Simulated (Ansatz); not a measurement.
Run report: TaN, geometry relaxation

- system: TaN (Fm-3m, 2 atoms in the cell)
- method: DFT, r2SCAN, PAW with Ansatz's default frozen-core files, scalar-relativistic, no spin polarisation (Ansatz 0.2.0)

The structure was built on a prototype by a generator; it need not be a known phase. It belongs to a series of runs on one base structure; here: bulk cell relaxed.

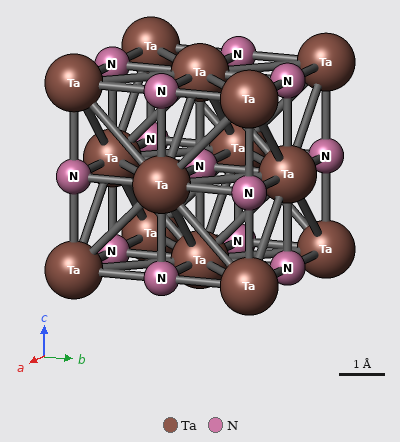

*The structure as given in the input (ball-and-stick view of the cell 4 times as large as that of the calculation, set on its symmetry axes, seen slightly off an axis).*

### Results in brief

- outcome: converged
- space group (tolerance 0.01 Å): Fm-3m (225)
- electrons treated: 18
- free energy: −10331.0608 eV
- Fermi energy: 21.781 eV
- pressure: 0.00 GPa
- final volume: 21.24 Å³
- largest force (length of the vector) at the end: under 0.001 eV/Å
- final cell: a = 3.109 Å, b = 3.109 Å, c = 3.109 Å, α = 60.00°, β = 60.00°, γ = 60.00°
- hardware: 2 threads of Arm Neoverse V2, 24 GiB of memory available, shared host
- wall time: 11 s (CPU time 22 s)
- peak memory: 0.42 GiB

### Notes

Spin–orbit coupling is left out, which matters for Ta.

### Input file
```yaml
crystal:
  lattice:
    - [0.0, 2.15443469, 2.15443469]
    - [2.15443469, 0.0, 2.15443469]
    - [2.15443469, 2.15443469, 0.0]
  atoms:
    - { symbol: Ta, position: [0.0, 0.0, 0.0] }
    - { symbol: "N", position: [0.5, 0.5, 0.5] }
kpoints:
  mp_grid: { grid: [17, 17, 17] }
scf:
  occupations: { method: fermi_dirac, width: 0.05 }
hamiltonian:
  xc: r2scan
  pseudopotentials: { kind: paw }
output:
  forces: true
  stress: true
relax:
  f_tol: 0.005
  max_steps: 40
  cell: {}
```

Launch command:
```bash
ansatz run input.yaml --threads 2 --pin off --max-ram 4096MiB --backend cpu --events-out ev --progress --plain --runs-dir out
```

### What the program printed
```
Engine: ansatz 0.2.0, aarch64-unknown-linux-gnu
Pseudopotentials: kind: paw
Pseudopotential: Ta, paw, valence charge 13, recommended cutoff 500 eV (meta_gga), Ta.paw.azcp
Pseudopotential: N, paw, valence charge 5, recommended cutoff 500 eV (meta_gga), N.paw.azcp
Functional definition: r2SCAN
  parameter k0 = 0.174
  parameter k1 = 0.065
  parameter a1 = 4.9479
  exchange = r2scan_x(k0 = k0, k1 = k1, a1 = a1)
  correlation = r2scan_c
Crystal: 2 atoms, lattice volume = 20.000 Å³
Basis set: ecut = 500 eV, 531 PW (Γ), exchange–correlation on 96×96×96 points (64 copies of the dense FFT grid, shifted against one another)
Bands: 13, of which v1, the nominal top of the filled ones, is band 9 counted from 1 (8 counted from 0)
Symmetry: 48 space group operations
Space group: Fm-3m (ITA 225), of the structure as read, at distance tolerance 2.7e-5 Å
k-points: 165 of 4913
Non-local potential: Ta, projectors of the file, l = 0: 3, l = 1: 2, l = 2: 2, l = 3: 1
Non-local potential: N, projectors of the file, l = 0: 2, l = 1: 2, l = 2: 1
PAW form: soft (Blöchl's): semilocal exchange-correlation on the pseudo side does not see the compensation charge
PAW frozen core: Ta, regenerated for the run's functional (the file was generated under x = pbe(κ = 0.804, μ = 0.2195149727645171), c = pbe(β = 0.06672455060314922))
PAW frozen core: N, regenerated for the run's functional (the file was generated under x = pbe(κ = 0.804, μ = 0.2195149727645171), c = pbe(β = 0.06672455060314922))
PAW one-centre angular grid: Ta, 590 points (default); XC on 160 Gauss nodes
PAW one-centre angular grid: N, 302 points (default); XC on 160 Gauss nodes
Initial density: superposition of atomic densities (neutral atoms: chi_scale 0, normalization atom), corrected by the library's trained network
Initial wavefunctions: pseudopotential atomic-orbital guess
Functional: x = r2scan, c = r2scan; τ floored in thin density (d = 2e-4 eV/Å³)
SCF iter   1: F=—  HF=-10330.889107 eV  |F-HF|=—  |Δ(HF+E_count)|=         —  Δρ=7.22e-3  dr2=3.18e-3  dr2_τ=1.61e-1  ethr=1.77e-3  ⟨swp⟩=6.0  Hψ=26783  notcnv=0  defer=53
automatic band count: the SCF goes on with 17 bands, as 13 were too few: the levels above may hold too much charge
preconditioner: auto → none  [metal: Δε(μ)=0.043 eV  Ē_g=17.235 eV  σ=0.050 eV  W_gap=0.20  n_scr=8 (ndim 8)  ℏωp=26.3 eV  f_vac=0.000  D(μ)=0.56/eV (n_scr^D=0)  sad-step TF]
SCF iter   2: F=—  HF=-10330.971461 eV  |F-HF|=—  |Δ(HF+E_count)|=   8.24e-2  Δρ=6.24e-3  dr2=5.00e-3  dr2_τ=3.43e-4  ethr=1.77e-5  ⟨swp⟩=2.0  Hψ=6546  notcnv=0  defer=384
SCF iter   3: F=—  HF=-10330.971868 eV  |F-HF|=—  |Δ(HF+E_count)|=   4.07e-4  Δρ=3.57e-3  dr2=9.43e-4  dr2_τ=2.62e-4  ethr=1.77e-5  ⟨swp⟩=2.0  Hψ=3992  notcnv=0  defer=384
SCF iter   4: F=—  HF=-10330.972411 eV  |F-HF|=—  |Δ(HF+E_count)|=   5.43e-4  Δρ=2.61e-3  dr2=1.39e-3  dr2_τ=9.49e-5  ethr=5.24e-6  ⟨swp⟩=3.0  Hψ=3967  notcnv=0  defer=384
SCF iter   5: F=—  HF=-10330.972137 eV  |F-HF|=—  |Δ(HF+E_count)|=   2.74e-4  Δρ=1.62e-4  dr2=4.67e-6  dr2_τ=3.31e-7  ethr=5.24e-6  ⟨swp⟩=2.0  Hψ=3204  notcnv=0  defer=384
SCF iter   6: F=—  HF=-10330.972140 eV  |F-HF|=—  |Δ(HF+E_count)|=   2.87e-6  Δρ=8.45e-5  dr2=1.59e-6  dr2_τ=1.01e-7  ethr=2.59e-8  ⟨swp⟩=2.1  Hψ=3324  notcnv=0  defer=384
SCF iter   7: F=—  HF=-10330.972140 eV  |F-HF|=—  |Δ(HF+E_count)|=   3.62e-8  Δρ=3.12e-5  dr2=2.20e-7  dr2_τ=1.30e-8  ethr=8.81e-9  ⟨swp⟩=2.2  Hψ=3164  notcnv=0  defer=384
SCF iter   8: F=-10330.972140 eV  HF=-10330.972140 eV  |F-HF|=3.10e-8  |Δ(HF+E_count)|=   1.21e-8  Δρ=1.68e-5  dr2=5.95e-8  dr2_τ=3.56e-9  ethr=5.56e-10  ⟨swp⟩=4.0  Hψ=7156  notcnv=0
SCF 1 converged in 8 iterations: F = -10330.972140 eV  dr2 = 5.95e-8
  greatest PAW one-centre occupation: 0.998 electrons in one spin orbital (limit 2), on the Ta atom at site 0 (counted from 0), in its partial waves of l = 0
relax step   1: F+E_penalty+E_count = -10330.97214006 eV  Δ(F+E_penalty+E_count) = +0.000e0 eV  max|allowed force component| = 6.508e-30 eV/Å  Δτ_max = 0.0000 Å  P = +24.151 GPa  Ω = 20.000 Å³  (8 SCF iters, dr2 threshold 1.00e-7 eV, accepted)
Crystal: 2 atoms, lattice volume = 21.647 Å³
Basis set: ecut = 500 eV, 537 PW (Γ), exchange–correlation on 96×96×96 points (64 copies of the dense FFT grid, shifted against one another)
Bands: 17, of which v1, the nominal top of the filled ones, is band 9 counted from 1 (8 counted from 0)
Initial density: handed on by an earlier stage of this run
Initial wavefunctions: those handed on with the density
iter 1 solved again at ethr=7.13e-5 eV; its pass at ethr=3.10e-3 eV (dr2=1.28e-2 eV) is discarded
SCF iter   1: F=—  HF=-10330.913202 eV  |F-HF|=—  |Δ(HF+E_count)|=         —  Δρ=8.14e-3  dr2=1.29e-2  dr2_τ=1.14e-1  ethr=7.13e-5  ⟨swp⟩=2.0  Hψ=17959  notcnv=0
preconditioner: auto → none  [metal: Δε(μ)=0.036 eV  Ē_g=16.064 eV  σ=0.050 eV  W_gap=0.17  n_scr=8 (ndim 8)  ℏωp=25.2 eV  f_vac=0.000  D(μ)=0.69/eV (n_scr^D=0)]
SCF iter   2: F=—  HF=-10331.051113 eV  |F-HF|=—  |Δ(HF+E_count)|=   1.38e-1  Δρ=2.93e-3  dr2=1.48e-3  dr2_τ=3.99e-4  ethr=7.13e-5  ⟨swp⟩=2.1  Hψ=5223  notcnv=0
SCF iter   3: F=—  HF=-10331.051428 eV  |F-HF|=—  |Δ(HF+E_count)|=   3.15e-4  Δρ=8.69e-4  dr2=5.83e-5  dr2_τ=5.84e-5  ethr=8.24e-6  ⟨swp⟩=2.6  Hψ=4186  notcnv=0
SCF iter   4: F=—  HF=-10331.051547 eV  |F-HF|=—  |Δ(HF+E_count)|=   1.18e-4  Δρ=2.94e-4  dr2=6.61e-6  dr2_τ=1.34e-6  ethr=3.24e-7  ⟨swp⟩=2.6  Hψ=4154  notcnv=0
SCF iter   5: F=-10331.051559 eV  HF=-10331.051559 eV  |F-HF|=9.46e-9  |Δ(HF+E_count)|=   1.20e-5  Δρ=2.80e-5  dr2=1.22e-7  dr2_τ=1.24e-8  ethr=1.11e-9  ⟨swp⟩=3.0  Hψ=10256  notcnv=0
SCF 2 converged in 5 iterations: F = -10331.051559 eV  dr2 = 1.22e-7
relax step   2: F+E_penalty+E_count = -10331.05155852 eV  Δ(F+E_penalty+E_count) = -7.942e-2 eV  max|allowed force component| = 4.306e-30 eV/Å  Δτ_max = 0.0000 Å  P = -6.397 GPa  Ω = 21.647 Å³  energy of the carried Pulay correction = -9.434e-4 eV  (5 SCF iters, dr2 threshold 2.00e-7 eV, accepted)
Crystal: 2 atoms, lattice volume = 21.280 Å³
iter 1 solved again at ethr=3.09e-6 eV; its pass at ethr=3.10e-3 eV (dr2=5.56e-4 eV) is discarded
SCF iter   1: F=—  HF=-10331.052809 eV  |F-HF|=—  |Δ(HF+E_count)|=         —  Δρ=1.65e-3  dr2=4.93e-4  dr2_τ=4.91e-3  ethr=3.09e-6  ⟨swp⟩=2.0  Hψ=17635  notcnv=0
preconditioner: auto → none  [metal: Δε(μ)=0.041 eV  Ē_g=16.396 eV  σ=0.050 eV  W_gap=0.20  n_scr=8 (ndim 8)  ℏωp=25.5 eV  f_vac=0.000  D(μ)=0.62/eV (n_scr^D=0)]
SCF iter   2: F=—  HF=-10331.059898 eV  |F-HF|=—  |Δ(HF+E_count)|=   7.09e-3  Δρ=6.01e-4  dr2=5.78e-5  dr2_τ=1.42e-5  ethr=2.74e-6  ⟨swp⟩=2.0  Hψ=5349  notcnv=0
SCF iter   3: F=—  HF=-10331.059923 eV  |F-HF|=—  |Δ(HF+E_count)|=   2.43e-5  Δρ=1.88e-4  dr2=2.44e-6  dr2_τ=2.03e-6  ethr=3.21e-7  ⟨swp⟩=2.9  Hψ=4290  notcnv=0
SCF iter   4: F=—  HF=-10331.059927 eV  |F-HF|=—  |Δ(HF+E_count)|=   4.46e-6  Δρ=6.55e-5  dr2=5.26e-7  dr2_τ=7.46e-8  ethr=1.11e-9  ⟨swp⟩=4.9  Hψ=8246  notcnv=0
SCF iter   5: F=—  HF=-10331.059928 eV  |F-HF|=—  |Δ(HF+E_count)|=   6.18e-7  Δρ=3.98e-5  dr2=3.75e-7  dr2_τ=2.91e-8  ethr=1.11e-9  ⟨swp⟩=4.7  Hψ=8033  notcnv=0
SCF iter   6: F=-10331.059928 eV  HF=-10331.059928 eV  |F-HF|=1.07e-8  |Δ(HF+E_count)|=   8.36e-8  Δρ=8.29e-6  dr2=1.52e-8  dr2_τ=3.72e-10  ethr=1.11e-9  ⟨swp⟩=2.8  Hψ=8621  notcnv=0
SCF 3 converged in 6 iterations: F = -10331.059928 eV  dr2 = 1.52e-8
relax step   3: F+E_penalty+E_count = -10331.05992759 eV  Δ(F+E_penalty+E_count) = -8.369e-3 eV  max|allowed force component| = 3.648e-30 eV/Å  Δτ_max = 0.0000 Å  P = -0.647 GPa  Ω = 21.280 Å³  energy of the carried Pulay correction = -7.397e-4 eV  (6 SCF iters, dr2 threshold 2.00e-7 eV, accepted)
Crystal: 2 atoms, lattice volume = 21.241 Å³
iter 1 solved again at ethr=3.32e-8 eV; its pass at ethr=3.10e-3 eV (dr2=5.98e-6 eV) is discarded
SCF iter   1: F=—  HF=-10331.059947 eV  |F-HF|=—  |Δ(HF+E_count)|=         —  Δρ=1.70e-4  dr2=5.15e-6  dr2_τ=5.70e-5  ethr=3.32e-8  ⟨swp⟩=2.0  Hψ=15281  notcnv=0
preconditioner: auto → none  [metal: Δε(μ)=0.042 eV  Ē_g=16.405 eV  σ=0.050 eV  W_gap=0.20  n_scr=8 (ndim 8)  ℏωp=25.5 eV  f_vac=0.000  D(μ)=0.63/eV (n_scr^D=0)]
SCF iter   2: F=—  HF=-10331.060029 eV  |F-HF|=—  |Δ(HF+E_count)|=   8.12e-5  Δρ=6.67e-5  dr2=7.53e-7  dr2_τ=1.35e-7  ethr=2.86e-8  ⟨swp⟩=2.0  Hψ=4146  notcnv=0
SCF iter   3: F=-10331.060029 eV  HF=-10331.060029 eV  |F-HF|=1.69e-8  |Δ(HF+E_count)|=   2.77e-7  Δρ=2.24e-5  dr2=4.43e-8  dr2_τ=2.72e-8  ethr=1.11e-9  ⟨swp⟩=4.9  Hψ=8199  notcnv=0
SCF 4 converged in 3 iterations: F = -10331.060029 eV  dr2 = 4.43e-8
relax step   4: F+E_penalty+E_count = -10331.06002890 eV  Δ(F+E_penalty+E_count) = -1.013e-4 eV  max|allowed force component| = 3.517e-30 eV/Å  Δτ_max = 0.0000 Å  P = -0.003 GPa  Ω = 21.241 Å³  energy of the carried Pulay correction = -7.179e-4 eV  (3 SCF iters, dr2 threshold 2.00e-7 eV, accepted)
Initial wavefunctions: pseudopotential atomic-orbital guess (no wavefunctions were taken with the density)
iter 1 solved again at ethr=2.46e-8 eV; its pass at ethr=3.10e-3 eV (dr2=4.43e-6 eV) is discarded
SCF iter   1: F=—  HF=-10331.060740 eV  |F-HF|=—  |Δ(HF+E_count)|=         —  Δρ=2.22e-4  dr2=8.26e-7  dr2_τ=5.47e-6  ethr=2.46e-8  ⟨swp⟩=3.7  Hψ=22274  notcnv=0
preconditioner: auto → none  [metal: Δε(μ)=0.042 eV  Ē_g=16.403 eV  σ=0.050 eV  W_gap=0.20  n_scr=8 (ndim 8)  ℏωp=25.5 eV  f_vac=0.000  D(μ)=0.63/eV (n_scr^D=0)]
SCF iter   2: F=—  HF=-10331.060754 eV  |F-HF|=—  |Δ(HF+E_count)|=   1.42e-5  Δρ=1.10e-4  dr2=2.17e-7  dr2_τ=6.55e-7  ethr=4.59e-9  ⟨swp⟩=2.4  Hψ=3743  notcnv=0
SCF iter   3: F=—  HF=-10331.060760 eV  |F-HF|=—  |Δ(HF+E_count)|=   5.50e-6  Δρ=3.37e-5  dr2=2.27e-7  dr2_τ=4.01e-8  ethr=1.21e-9  ⟨swp⟩=2.0  Hψ=3646  notcnv=0
SCF iter   4: F=—  HF=-10331.060760 eV  |F-HF|=—  |Δ(HF+E_count)|=   2.15e-8  Δρ=3.90e-6  dr2=9.43e-10  dr2_τ=5.00e-10  ethr=1.21e-9  ⟨swp⟩=1.9  Hψ=3472  notcnv=0
SCF iter   5: F=—  HF=-10331.060760 eV  |F-HF|=—  |Δ(HF+E_count)|=   4.00e-9  Δρ=1.00e-6  dr2=1.24e-10  dr2_τ=2.96e-11  ethr=5.24e-12  ⟨swp⟩=2.1  Hψ=3732  notcnv=0
SCF iter   6: F=-10331.060760 eV  HF=-10331.060760 eV  |F-HF|=7.28e-12  |Δ(HF+E_count)|=  5.46e-11  Δρ=1.39e-7  dr2=2.22e-12  dr2_τ=1.59e-13  ethr=1.00e-12  ⟨swp⟩=5.7  Hψ=9174  notcnv=0
SCF 5 converged in 6 iterations: F = -10331.060760 eV  dr2 = 2.22e-12
relax step   5: F+E_penalty+E_count = -10331.06075963 eV  Δ(F+E_penalty+E_count) = -7.307e-4 eV  max|allowed force component| = 4.503e-30 eV/Å  Δτ_max = 0.0000 Å  P = +0.003 GPa  Ω = 21.241 Å³  stress off target by 2.70e-3 GPa  SCF on the basis re-selected at this cell (its energy is not comparable with the rows above)  (6 SCF iters)
```

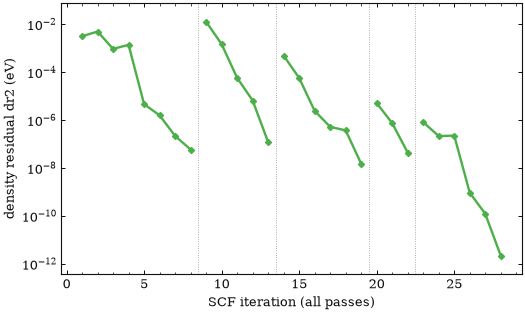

*Convergence of the self-consistent field: density residual dr2 against the SCF iteration. The dotted lines part the SCF passes of the relaxation: geometry steps, rejected trials and re-solves on a re-selected basis.*

The 5 passes take 3 to 8 iterations each, 28 in all.

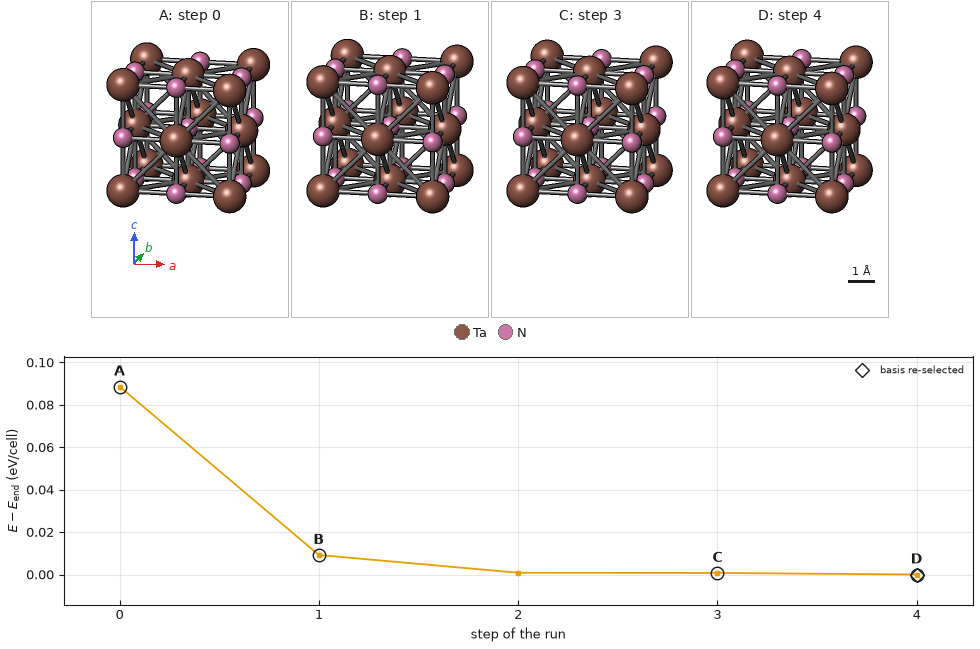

*Frames of the relaxation (ball-and-stick view of the cell 4 times as large as that of the calculation, set on its symmetry axes, seen slightly off an axis) above the curves, on which the letters mark them (the first geometry is step 0 here and step 1 in the log).*

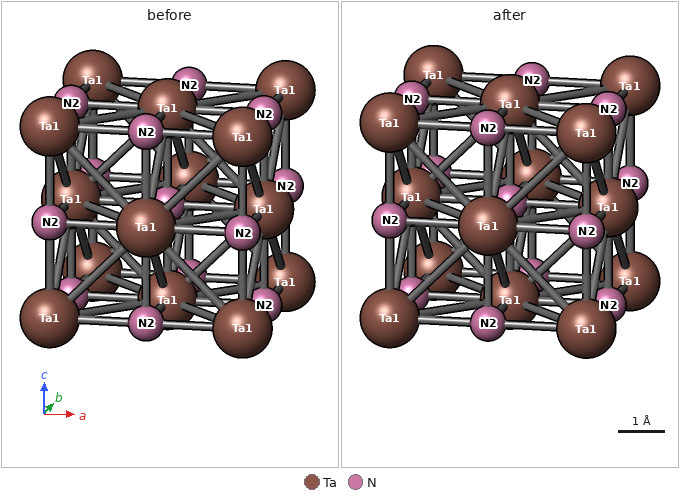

*Before (left) and after (right) the relaxation, at one scale (ball-and-stick view of the cell 4 times as large as that of the calculation, set on its symmetry axes, seen slightly off an axis).*

After 3 geometry steps the energy has fallen by 87.9 meV per cell of the calculation. All forces vanish by symmetry, so only the cell relaxes. The pressure goes from 24.15 to 0.00 GPa. No atom moves by more than 0.005 Å relative to the cell. The drawn cell changes as follows: a = b = c 4.309 → 4.396 Å (+2.0 %); the volume changes by +6.2 %. Among the contacts that change: Ta1–Ta1 3.047 → 3.109 Å, Ta1–N2 2.154 → 2.198 Å. The space group stays Fm-3m (No. 225). A last SCF at the same geometry on a re-selected plane-wave basis shifts the energy by −0.7 meV per cell of the calculation. (Atoms are counted from 1 in the order of the input.)

```
basis re-selected at this cell: Δ(F+E_penalty+E_count) = -7.307e-4 eV, ΔP = +0.005 GPa vs the last step (what re-selecting the basis moved, of the pressure what is left beyond the Pulay correction that the steps carried, after the strain that the cell walked since its last selection, with what the two solves' SCF thresholds leave and, on support functions, any second-order correction that the steps lacked; it is no measure of the basis error at this ecutwfc). This SCF's stress stands 2.70e-3 GPa from its target on what of the cell is left free (relax.cell.stress_tol is 5.00e-2 GPa) and its largest allowed force component is 4.50e-30 eV/Å (relax.f_tol is 5.00e-3 eV/Å): within both
SCF converged after 6 iterations
Free energy (F): -10331.060760 eV
Harris-Foulkes:  -10331.060760 eV  (|F-HF|=7.28e-12)
Internal energy: -10331.055388 eV  (E = F + TS)
E sigma→0 (E₀):  -10331.058074 eV
Entropy (-TS):   -0.005372 eV (-2.686 meV/atom)
Fermi energy:    21.780767 eV
--- Per-component energies (eV) ---
  E_band       = -59.579255
  E_kinetic    = 503.123089
  E_local      = -583.549481  (includes V_loc(G=0)·N_el)
  E_nonlocal   = 59.703046
  E_hartree    = 197.309943
  E_xc         = -265.840290
  E_vxc        = -308.766298  (∫ρ·V_xc dr)
  E_paw        = -8552.297174  (= ΣΔE_a)
  E_vpaw       = -140.670330  (= ΣTr[D̂ρ^β])
  E_aug_tail   = 0.000083  (compensation charges beyond the density's cutoff)
  E_vtau       = 15.960748  (kinetic-family band-sum trace: ∫τ·v_τ [+ j·A + Jᵃ·Aᵃ] dr)
  E_ewald      = -1688.718758
  E_core_change = -0.785845  (= ΣΔE_core)
  E_smearing   = -0.005372  (= −TS)
  E_closure    = 0.000000  (closes the sum)
  Σ components = -10331.060760   (vs F -10331.060760, Δ=0.00e0)
--- Forces (eV/Å), atoms counted from 1 ---
  atom   1  Ta    -0.00000000     0.00000000     0.00000000
  atom   2  N      0.00000000    -0.00000000    -0.00000000
  max |Σ_I F_I| component: 6.77e-30 eV/Å
--- Stress (GPa, compression-positive) ---
        0.002697       0.000000      -0.000000
       -0.000000       0.002697       0.000000
       -0.000000       0.000000       0.002697
  P = ⅓ Tr σ = 0.0027 GPa (0.027 kbar)
--- Relaxed structure (4 steps of the walk, 4 accepted, 1 SCFs on fresh bases) ---
  F+E_penalty+E_count = -10331.06075963 eV   max|allowed force component| = 4.503e-30 eV/Å   (the final SCF, on the basis selected at the relaxed cell)
  cell:  # Å, volume = 21.2408 Å³
    - [8.455132984099899e-34, 2.198099153801106, 2.198099153801106]
    - [2.198099153801106, 2.4680708114200234e-34, 2.198099153801106]
    - [2.198099153801106, 2.198099153801106, -4.203681927138861e-34]
  atoms:
    - { symbol: Ta, position: [-1.908929020297375e-35, 1.3967773319248518e-35, 2.4210807086699045e-35] }
    - { symbol: N, position: [0.5, 0.5, 0.5] }
```

### Trajectory as extended XYZ (Å, eV, eV/Å), 5 frames, from step=1 to step=5
```
2
Lattice="0.0000 2.1544 2.1544 2.1544 0.0000 2.1544 2.1544 2.1544 0.0000" Properties=species:S:1:pos:R:3:forces:R:3 step=1 energy=-10330.97214 pressure_GPa=24.15
Ta    0.0000    0.0000    0.0000    0.0000   0.0000   0.0000
N     2.1544    2.1544    2.1544    0.0000   0.0000   0.0000
2
Lattice="0.0000 2.2120 2.2120 2.2120 0.0000 2.2120 2.2120 2.2120 0.0000" Properties=species:S:1:pos:R:3:forces:R:3 step=2 energy=-10331.05156 pressure_GPa=-6.40
Ta    0.0000    0.0000    0.0000    0.0000   0.0000   0.0000
N     2.2120    2.2120    2.2120    0.0000   0.0000   0.0000
2
Lattice="0.0000 2.1994 2.1994 2.1994 0.0000 2.1994 2.1994 2.1994 0.0000" Properties=species:S:1:pos:R:3:forces:R:3 step=3 energy=-10331.05993 pressure_GPa=-0.65
Ta    0.0000    0.0000    0.0000    0.0000   0.0000   0.0000
N     2.1994    2.1994    2.1994    0.0000   0.0000   0.0000
2
Lattice="0.0000 2.1981 2.1981 2.1981 0.0000 2.1981 2.1981 2.1981 0.0000" Properties=species:S:1:pos:R:3:forces:R:3 step=4 energy=-10331.06003 pressure_GPa=-0.00
Ta    0.0000    0.0000    0.0000    0.0000   0.0000   0.0000
N     2.1981    2.1981    2.1981    0.0000   0.0000   0.0000
2
Lattice="0.0000 2.1981 2.1981 2.1981 0.0000 2.1981 2.1981 2.1981 0.0000" Properties=species:S:1:pos:R:3:forces:R:3 step=5 energy=-10331.06076 pressure_GPa=0.00
Ta    0.0000    0.0000    0.0000    0.0000   0.0000   0.0000
N     2.1981    2.1981    2.1981    0.0000   0.0000   0.0000
```
